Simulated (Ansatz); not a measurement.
## Geometry relaxation of ZnS (part 2 of 2)

The same run, continued: ZnS (slab, 16 atoms in the cell); DFT PBE, scalar-relativistic, plane waves, PAW, no spin polarisation (Ansatz 0.2.0); cutoff 420 eV, 2×3×1 k-mesh, Gaussian smearing of 0.05 eV. The structure derives from an entry of the Crystallography Open Database. The input holds or restrains some coordinates. Forces given for the steps count only the free coordinates. It belongs to a series of runs on one base structure; here: clean slab, lower planes held.

Geometry of the input (Å; fractional positions):
```
7.6910  0.0000  0.0000
0.0000  6.3053  0.0000
0.0000  0.0000  20.4404
Zn 0.5000  0.9948  0.3914
Zn 0.0000  0.9948  0.3914
S  0.5000  0.6202  0.3914
S  0.0000  0.6202  0.3914
Zn 0.7500  0.4948  0.4457
Zn 0.2500  0.4948  0.4457
S  0.7500  0.1202  0.4457
S  0.2500  0.1202  0.4457
Zn 0.7500  0.9948  0.5543
Zn 0.2500  0.9948  0.5543
S  0.7500  0.6202  0.5543
S  0.2500  0.6202  0.5543
Zn 0.0000  0.4948  0.6086
Zn 0.5000  0.4948  0.6086
S  0.0000  0.1202  0.6086
S  0.5000  0.1202  0.6086
```

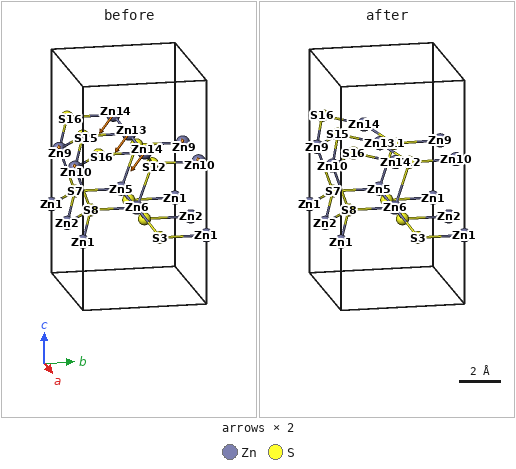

Fig. 1: Before (left) and after (right) the restrained relaxation, at one scale (ball-and-stick view of the cell of the calculation, with the vacuum cut short (origin shifted), seen slightly off an axis). The orange arrows give the displacements, magnified 2 times. The largest moves, 0.60 Å, are those of Zn13 and Zn14. By element the largest moves are Zn 0.60 Å, S 0.18 Å. The cell stays as it was. Distances before and after: Zn13–S15 2.362 → 2.221 Å, S7–Zn9 2.357 → 2.472 Å, S11–Zn13 2.357 → 2.288 Å, Zn5–S11 2.357 → 2.415 Å. Among the angles that change: Zn6–S12–Zn13 109.3° → 94.7°, S11–Zn14–S16 109.6° → 122.1°, Zn9–S16–Zn14 109.6° → 99.0°. After 4 geometry steps the energy has fallen by 0.991 eV per cell of the calculation. The largest force component goes from 1.3 to 0.011 eV/Å. (Atoms are counted from 1 in the order of the input.)

```
SCF converged after 7 iterations
Free energy (F): -33778.513334 eV
Harris-Foulkes:  -33778.513334 eV  (|F-HF|=5.81e-9)
Internal energy: -33778.513334 eV  (E = F + TS)
E sigma→0 (E₀):  -33778.513334 eV
Fermi energy:    -1.078797 eV
Dipole field:    D = -0.024195 V/Å  (p = -0.132541 e·Å, saw-weighted, corrected)
Work function:   Φ+ = 4.9559 eV   Φ− = 4.4614 eV
Levels:          The Fermi level and band energies are counted from a zero that moves with the ramp; work functions are not
--- Per-component energies (eV) ---
  E_band       = -1064.443586
  E_kinetic    = 1894.398172
  E_local      = -81927.463311  (includes V_loc(G=0)·N_el)
  E_nonlocal   = 5143.617500
  E_hartree    = 39076.521181
  E_xc         = -1867.680145
  E_vxc        = -1105.806408  (∫ρ·V_xc dr)
  E_paw        = -19429.762667  (= ΣΔE_a)
  E_vpaw       = -3222.078963  (= ΣTr[D̂ρ^β])
  E_aug_tail   = -0.002868  (compensation charges beyond the density's cutoff)
  E_efield     = 0.001603  (sawtooth field / dipole correction)
  E_vefield    = -0.157736  (∫n·V_field dr)
  E_ewald      = 23331.857199
  E_smearing   = -0.000000  (= −TS)
  E_closure    = -0.000000  (closes the sum)
  Σ components = -33778.513334   (vs F -33778.513334, Δ=0.00e0)
--- Forces (eV/Å), atoms counted from 1 ---
  atom   1  Zn     0.00000000    -0.97879267     1.27376863
  atom   2  Zn     0.00000000    -0.97879267     1.27376863
  atom   3  S      0.00000000     0.31042384    -0.22560583
  atom   4  S      0.00000000     0.31042384    -0.22560583
  atom   5  Zn     0.00000000     0.55285144    -0.41319609
  atom   6  Zn     0.00000000     0.55285144    -0.41319609
  atom   7  S     -0.00000000     0.12739007    -0.63023494
  atom   8  S     -0.00000000     0.12739007    -0.63023494
  atom   9  Zn    -0.00000000    -0.01147473    -0.00563919
  atom  10  Zn    -0.00000000    -0.01147473    -0.00563919
  atom  11  S     -0.00000000    -0.00198798     0.00013457
  atom  12  S     -0.00000000    -0.00198798     0.00013457
  atom  13  Zn     0.00000000     0.00260255    -0.00001546
  atom  14  Zn     0.00000000     0.00260255    -0.00001546
  atom  15  S     -0.00000000    -0.00101194     0.00077747
  atom  16  S     -0.00000000    -0.00101194     0.00077747
  max |Σ_I F_I| component: 2.17e-5 eV/Å
--- Band table (eV) ---
  k-point 0: bands = ["-14.8387", "-14.3789", "-14.3151", "-14.0128", "-13.7634", "-13.5906", "-13.2427", "-13.0353", "-8.5533", "-8.4725", "-8.4573", "-8.4286", "-8.4248", "-8.3595", "-8.3263", "-8.3124", "-8.2989", "-8.2733", "-8.2500", "-8.2468", "-8.2450", "-8.2112", "-8.2092", "-8.1937", "-8.1821", "-8.1715", "-8.1524", "-8.1419", "-8.0219", "-7.9609", "-7.9057", "-7.8592", "-7.8505", "-7.8502", "-7.8248", "-7.7961", "-7.7302", "-7.7270", "-7.7198", "-7.7012", "-7.6698", "-7.6389", "-7.5480", "-7.5396", "-7.5302", "-7.5241", "-7.5047", "-7.4654", "-6.8841", "-6.3726", "-6.3432", "-6.1656", "-6.1476", "-5.5405", "-5.3243", "-5.2004", "-4.6866", "-4.5474", "-4.2510", "-4.0779", "-3.9316", "-3.7834", "-3.2781", "-3.1957", "-3.0831", "-3.0771", "-2.9484", "-2.5620", "-2.4849", "-2.3669", "-2.2302", "-1.9010", "-0.2566", "0.4870", "0.9441", "1.8181", "1.8261", "1.9493", "2.2828", "2.5672", "2.6447", "2.8184", "2.9980", "3.4128", "3.4783", "3.7118", "4.0770", "4.2185"]
  k-point 1: bands = ["-14.6888", "-14.4094", "-14.2468", "-14.0704", "-13.8595", "-13.5801", "-13.3203", "-13.0216", "-8.5349", "-8.5195", "-8.4755", "-8.4716", "-8.4382", "-8.3705", "-8.3535", "-8.3513", "-8.3210", "-8.3202", "-8.2663", "-8.2434", "-8.2319", "-8.2054", "-8.1947", "-8.1854", "-8.1807", "-8.1679", "-8.1574", "-8.1471", "-8.0388", "-7.9653", "-7.9324", "-7.9196", "-7.8776", "-7.8603", "-7.8367", "-7.8055", "-7.7921", "-7.7797", "-7.7575", "-7.7397", "-7.7034", "-7.6515", "-7.5869", "-7.5839", "-7.5788", "-7.5427", "-7.5142", "-7.4730", "-6.6544", "-6.5558", "-6.3546", "-6.1124", "-6.0846", "-5.8215", "-5.2490", "-4.3392", "-4.2872", "-4.1187", "-3.8684", "-3.8503", "-3.6546", "-3.5400", "-3.4432", "-3.3013", "-3.2055", "-3.1269", "-3.0444", "-2.7722", "-2.6011", "-2.4508", "-2.3330", "-2.1484", "0.2570", "0.3999", "1.3052", "1.7221", "1.7698", "1.8328", "1.9912", "2.5489", "2.5506", "2.6103", "2.9143", "3.4095", "3.4820", "3.5931", "3.7407", "3.8503"]
  k-point 2: bands = ["-14.6038", "-14.6038", "-14.2052", "-14.2052", "-13.6635", "-13.6635", "-13.1403", "-13.1403", "-8.5388", "-8.5388", "-8.4469", "-8.4469", "-8.3452", "-8.3452", "-8.3208", "-8.3208", "-8.2852", "-8.2852", "-8.2631", "-8.2631", "-8.2318", "-8.2318", "-8.2170", "-8.2170", "-8.1862", "-8.1862", "-8.1758", "-8.1758", "-8.0117", "-8.0117", "-7.8832", "-7.8832", "-7.8299", "-7.8299", "-7.8145", "-7.8145", "-7.7543", "-7.7543", "-7.7336", "-7.7336", "-7.6107", "-7.6107", "-7.5939", "-7.5939", "-7.4968", "-7.4968", "-7.4376", "-7.4376", "-6.5658", "-6.5658", "-6.1058", "-6.1058", "-5.2690", "-5.2690", "-5.1540", "-5.1540", "-4.8120", "-4.8120", "-4.5963", "-4.5963", "-3.9195", "-3.9195", "-3.3257", "-3.3257", "-3.2459", "-3.2459", "-2.8792", "-2.8792", "-2.8187", "-2.8187", "-2.2886", "-2.2886", "0.3248", "0.3248", "1.8279", "1.8279", "2.3602", "2.3602", "2.7685", "2.7685", "3.1583", "3.1583", "3.3829", "3.3829", "3.9258", "3.9258", "4.0625", "4.0625"]
  k-point 3: bands = ["-14.4834", "-14.4834", "-14.2476", "-14.2476", "-13.7195", "-13.7195", "-13.1766", "-13.1766", "-8.5448", "-8.5448", "-8.4454", "-8.4454", "-8.3942", "-8.3942", "-8.3352", "-8.3352", "-8.3120", "-8.3120", "-8.2668", "-8.2668", "-8.2537", "-8.2537", "-8.2254", "-8.2254", "-8.1877", "-8.1877", "-8.1744", "-8.1744", "-8.0263", "-8.0263", "-7.9369", "-7.9369", "-7.8760", "-7.8760", "-7.8101", "-7.8101", "-7.7884", "-7.7884", "-7.7406", "-7.7406", "-7.7072", "-7.7072", "-7.5922", "-7.5922", "-7.5779", "-7.5779", "-7.5080", "-7.5080", "-6.1659", "-6.1659", "-5.9074", "-5.9074", "-5.5730", "-5.5730", "-5.1304", "-5.1304", "-4.3507", "-4.3507", "-4.3002", "-4.3002", "-3.8353", "-3.8353", "-3.5697", "-3.5697", "-3.0875", "-3.0875", "-2.9654", "-2.9654", "-2.8306", "-2.8306", "-2.3459", "-2.3459", "0.4549", "0.4549", "1.9945", "1.9945", "2.1873", "2.1873", "2.5569", "2.5569", "3.0845", "3.0845", "3.6368", "3.6368", "3.7958", "3.7958", "4.0961", "4.0961"]
--- Relaxed structure (5 steps of the walk, 5 accepted, 0 SCFs on fresh bases) ---
  F+E_penalty+E_count = -33778.51333427 eV   max|allowed force component| = 1.147e-2 eV/Å
  atoms:
    - { symbol: Zn, position: [0.49999999999999994, 0.9947802099000002, 0.3913819108] }
    - { symbol: Zn, position: [0.0, 0.9947802099000002, 0.3913819108] }
    - { symbol: S, position: [0.49999999999999994, 0.6202197901, 0.3913819108] }
    - { symbol: S, position: [0.0, 0.6202197901, 0.3913819108] }
    - { symbol: Zn, position: [0.7499999999999999, 0.49478020990000005, 0.44569095540000003] }
    - { symbol: Zn, position: [0.24999999999999997, 0.49478020990000005, 0.44569095540000003] }
    - { symbol: S, position: [0.7499999999999999, 0.1202197901, 0.44569095540000003] }
    - { symbol: S, position: [0.24999999999999997, 0.1202197901, 0.44569095540000003] }
    - { symbol: Zn, position: [0.7499999999999999, 0.9903015872107908, 0.5597723829777155] }
    - { symbol: Zn, position: [0.24999999999999997, 0.9903015872107908, 0.5597723829777155] }
    - { symbol: S, position: [0.7499999999999999, 0.6129270755520748, 0.5580608176041162] }
    - { symbol: S, position: [0.24999999999999997, 0.6129270755520748, 0.5580608176041162] }
    - { symbol: Zn, position: [-1.2141962243020993e-17, 0.43720282751182776, 0.5852290740319571] }
    - { symbol: Zn, position: [0.49999999999999994, 0.43720282751182776, 0.5852290740319571] }
    - { symbol: S, position: [-6.320114734596766e-19, 0.09712962294837713, 0.6135988684073999] }
    - { symbol: S, position: [0.49999999999999994, 0.09712962294837713, 0.6135988684073999] }
```

Trajectory as extended XYZ (Å, eV, eV/Å), 5 frames, from step=1 to step=5
```
16
Lattice="7.6910 0.0000 0.0000 0.0000 6.3053 0.0000 0.0000 0.0000 20.4404" Properties=species:S:1:pos:R:3:forces:R:3 step=1 energy=-33777.52220
Zn    3.8455    6.2724    8.0000    0.0000  -0.9531   1.2643
Zn    0.0000    6.2724    8.0000    0.0000  -0.9531   1.2643
S     3.8455    3.9107    8.0000    0.0000   0.3037  -0.2047
S     0.0000    3.9107    8.0000    0.0000   0.3037  -0.2047
Zn    5.7682    3.1198    9.1101    0.0000   0.3621  -0.5514
Zn    1.9227    3.1198    9.1101    0.0000   0.3621  -0.5514
S     5.7682    0.7580    9.1101    0.0000   0.2873  -1.0698
S     1.9227    0.7580    9.1101    0.0000   0.2873  -1.0698
Zn    5.7682    6.2724   11.3303    0.0000   0.3621   0.5514
Zn    1.9227    6.2724   11.3303    0.0000   0.3621   0.5514
S     5.7682    3.9107   11.3303    0.0000   0.2873   1.0698
S     1.9227    3.9107   11.3303    0.0000   0.2873   1.0698
Zn    0.0000    3.1198   12.4404    0.0000  -0.9531  -1.2643
Zn    3.8455    3.1198   12.4404    0.0000  -0.9531  -1.2643
S     0.0000    0.7580   12.4404    0.0000   0.3037   0.2047
S     3.8455    0.7580   12.4404    0.0000   0.3037   0.2047
16
Lattice="7.6910 0.0000 0.0000 0.0000 6.3053 0.0000 0.0000 0.0000 20.4404" Properties=species:S:1:pos:R:3:forces:R:3 step=2 energy=-33778.12341
Zn    3.8455    6.2724    8.0000    0.0000  -0.9837   1.2716
Zn    0.0000    6.2724    8.0000    0.0000  -0.9837   1.2716
S     3.8455    3.9107    8.0000    0.0000   0.3175  -0.2296
S     0.0000    3.9107    8.0000    0.0000   0.3175  -0.2296
Zn    5.7682    3.1198    9.1101    0.0000   0.4712  -0.4437
Zn    1.9227    3.1198    9.1101    0.0000   0.4712  -0.4437
S     5.7682    0.7580    9.1101    0.0000   0.2964  -0.8904
S     1.9227    0.7580    9.1101    0.0000   0.2964  -0.8904
Zn    5.7682    6.3175   11.3749    0.0000   0.2053   0.3495
Zn    1.9227    6.3175   11.3749    0.0000   0.2053   0.3495
S     5.7682    3.9546   11.3514    0.0000  -0.0671   0.6359
S     1.9227    3.9546   11.3514    0.0000  -0.0671   0.6359
Zn    0.0000    3.0145   12.2764    0.0000  -0.6312  -0.7641
Zn    3.8455    3.0145   12.2764    0.0000  -0.6312  -0.7641
S     0.0000    0.7177   12.5039    0.0000   0.3917   0.0698
S     3.8455    0.7177   12.5039    0.0000   0.3917   0.0698
16
Lattice="7.6910 0.0000 0.0000 0.0000 6.3053 0.0000 0.0000 0.0000 20.4404" Properties=species:S:1:pos:R:3:forces:R:3 step=3 energy=-33778.43717
Zn    3.8455    6.2724    8.0000    0.0000  -0.9919   1.2830
Zn    0.0000    6.2724    8.0000    0.0000  -0.9919   1.2830
S     3.8455    3.9107    8.0000    0.0000   0.3195  -0.2244
S     0.0000    3.9107    8.0000    0.0000   0.3195  -0.2244
Zn    5.7682    3.1198    9.1101    0.0000   0.5622  -0.3365
Zn    1.9227    3.1198    9.1101    0.0000   0.5622  -0.3365
S     5.7682    0.7580    9.1101    0.0000   0.2465  -0.7134
S     1.9227    0.7580    9.1101    0.0000   0.2465  -0.7134
Zn    5.7682    6.3444   11.4287    0.0000  -0.0793   0.1276
Zn    1.9227    6.3444   11.4287    0.0000  -0.0793   0.1276
S     5.7682    3.9397   11.4014    0.0000   0.1210   0.1329
S     1.9227    3.9397   11.4014    0.0000   0.1210   0.1329
Zn    0.0000    2.9033   12.1165    0.0000   0.0689  -0.3538
Zn    3.8455    2.9033   12.1165    0.0000   0.0689  -0.3538
S     0.0000    0.7331   12.5365    0.0000  -0.2464   0.0843
S     3.8455    0.7331   12.5365    0.0000  -0.2464   0.0843
16
Lattice="7.6910 0.0000 0.0000 0.0000 6.3053 0.0000 0.0000 0.0000 20.4404" Properties=species:S:1:pos:R:3:forces:R:3 step=4 energy=-33778.51067
Zn    3.8455    6.2724    8.0000    0.0000  -0.9836   1.2727
Zn    0.0000    6.2724    8.0000    0.0000  -0.9836   1.2727
S     3.8455    3.9107    8.0000    0.0000   0.3127  -0.2321
S     0.0000    3.9107    8.0000    0.0000   0.3127  -0.2321
Zn    5.7682    3.1198    9.1101    0.0000   0.5550  -0.4095
Zn    1.9227    3.1198    9.1101    0.0000   0.5550  -0.4095
S     5.7682    0.7580    9.1101    0.0000   0.1529  -0.6666
S     1.9227    0.7580    9.1101    0.0000   0.1529  -0.6666
Zn    5.7682    6.2611   11.4320    0.0000  -0.0315   0.0049
Zn    1.9227    6.2611   11.4320    0.0000  -0.0315   0.0049
S     5.7682    3.8806   11.4006    0.0000  -0.0441   0.0388
S     1.9227    3.8806   11.4006    0.0000  -0.0441   0.0388
Zn    0.0000    2.7774   11.9784    0.0000  -0.0338  -0.0358
Zn    3.8455    2.7774   11.9784    0.0000  -0.0338  -0.0358
S     0.0000    0.6198   12.5322    0.0000   0.0731   0.0274
S     3.8455    0.6198   12.5322    0.0000   0.0731   0.0274
16
Lattice="7.6910 0.0000 0.0000 0.0000 6.3053 0.0000 0.0000 0.0000 20.4404" Properties=species:S:1:pos:R:3:forces:R:3 step=5 energy=-33778.51333
Zn    3.8455    6.2724    8.0000    0.0000  -0.9788   1.2738
Zn    0.0000    6.2724    8.0000    0.0000  -0.9788   1.2738
S     3.8455    3.9107    8.0000    0.0000   0.3104  -0.2256
S     0.0000    3.9107    8.0000    0.0000   0.3104  -0.2256
Zn    5.7682    3.1198    9.1101    0.0000   0.5529  -0.4132
Zn    1.9227    3.1198    9.1101    0.0000   0.5529  -0.4132
S     5.7682    0.7580    9.1101    0.0000   0.1274  -0.6302
S     1.9227    0.7580    9.1101    0.0000   0.1274  -0.6302
Zn    5.7682    6.2442   11.4420    0.0000  -0.0115  -0.0056
Zn    1.9227    6.2442   11.4420    0.0000  -0.0115  -0.0056
S     5.7682    3.8647   11.4070    0.0000  -0.0020   0.0001
S     1.9227    3.8647   11.4070    0.0000  -0.0020   0.0001
Zn    0.0000    2.7567   11.9623    0.0000   0.0026   0.0000
Zn    3.8455    2.7567   11.9623    0.0000   0.0026   0.0000
S     0.0000    0.6124   12.5422    0.0000  -0.0010   0.0008
S     3.8455    0.6124   12.5422    0.0000  -0.0010   0.0008
```

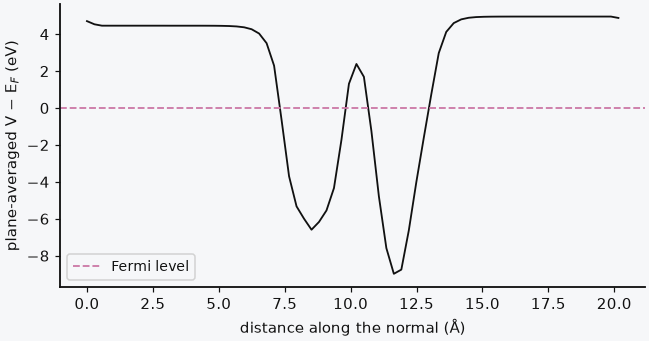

Fig. 2: Plane average of the electrostatic potential energy of an electron across the cell, from the Fermi level. The vacuum level lies 4.96 eV above the Fermi level on the upper side and 4.46 eV on the lower.

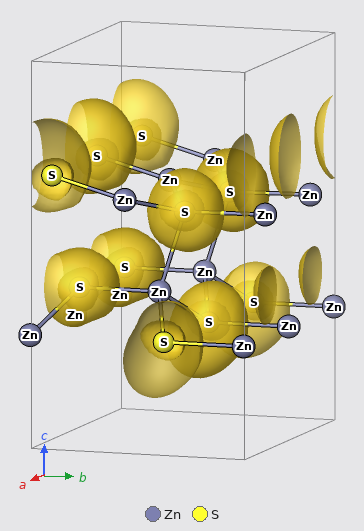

Fig. 3: Isosurface of the ELF at 0.75 (yellow), seen slightly off an axis. Only the valence region is drawn (cores and ρ < 0.01 e/Å³ removed). Sticks mark near contacts. Values along the shortest contacts: Zn–S (2.22 Å): the ELF is about 0.60 at the midpoint. Zn–S (2.29 Å): the ELF is about 0.55 at the midpoint. In a PAW calculation such maps are meaningful between the atoms, not at the nuclei.

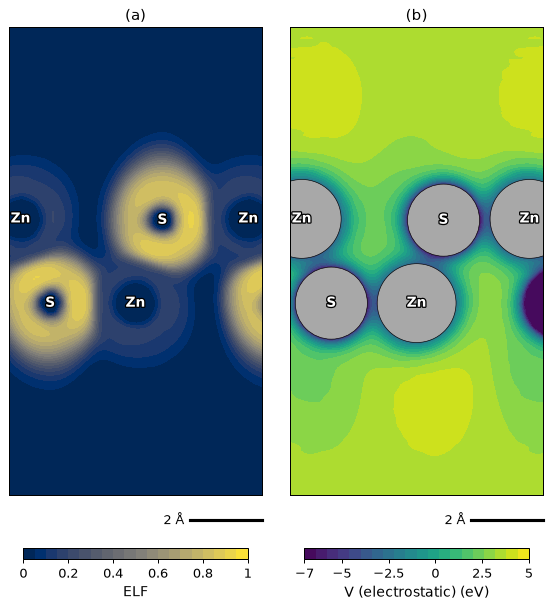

Fig. 4: (a) ELF; (b) electrostatic potential energy of an electron on the (100) plane of the calculation cell, a cut from vacuum to vacuum. Grey discs, where drawn, cover atomic cores. Zn–S (2.36 Å): the ELF is about 0.55 at the midpoint. Zn–S (2.41 Å): the ELF is about 0.50 at the midpoint. Zn–S (2.47 Å): the ELF is about 0.50 at the midpoint.

Results in brief

```csv
quantity,value
outcome,converged under the restraints of the input
electrons treated,144
free energy,−33778.5133 eV
"work function, top face",4.96 eV
"work function, bottom face",4.46 eV
Fermi energy,−1.079 eV
gap on the k-point mesh,1.64 eV
final volume,991.24 Å³
work function (upper face),4.96 eV
"largest force (length of the vector) at the end, held atoms and coordinates included",1.606 eV/Å
hardware,"4 threads of Intel Xeon (Granite Rapids), 16 GiB of memory available, shared host"
wall time,30 s (CPU time 99 s)
peak memory,1.7 GiB
```
